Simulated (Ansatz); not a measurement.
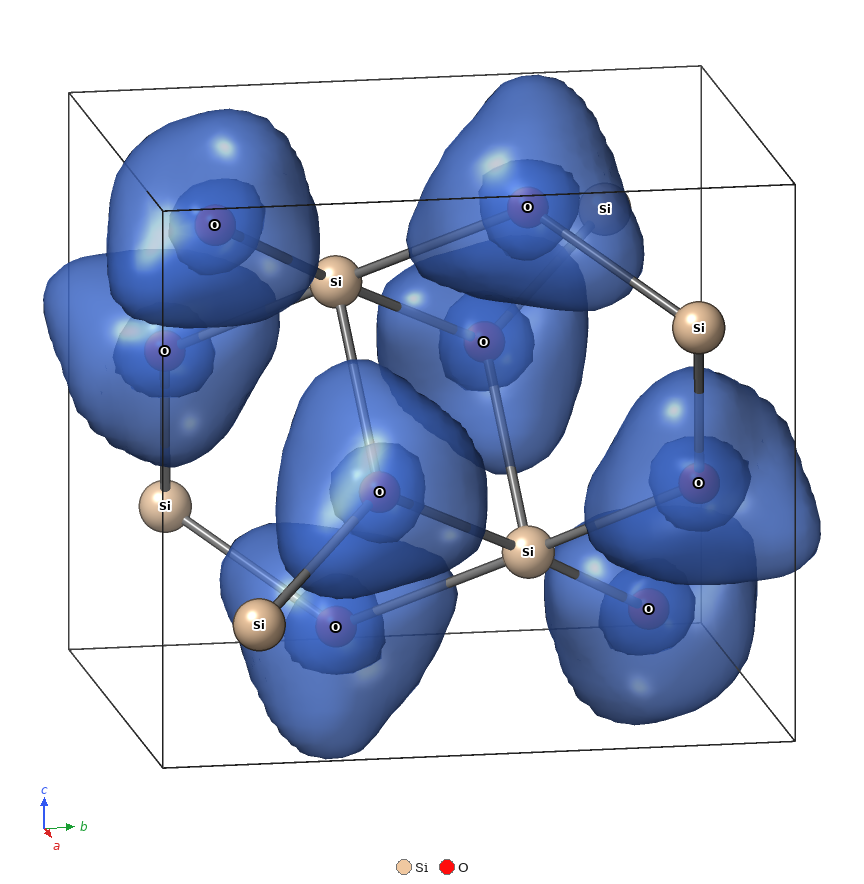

Figure. SiO₂. Isosurface of the ELF at 0.7 (blue), seen slightly off an axis. Core shells and regions of very low density are left out. Sticks mark near contacts.

Space group Pbcn; computed pressure about −4 GPa in this cell.

These are results of DFT, r2SCAN, plane-wave PAW, default files, scalar-relativistic in Ansatz 0.2.0, not measurements.

> Where are the electrons localised?

The ELF exceeds this value in eight regions on O in which the atom's valence shell and bonds are merged, counted in one cell of 12 atoms. Any copies at cell faces, edges or corners count once. Along the contacts the grid gives the following. Si–O (1.77 Å): the ELF peaks at about 0.85 between the atoms. Si–O (1.83 Å): the ELF peaks at about 0.85 between the atoms.
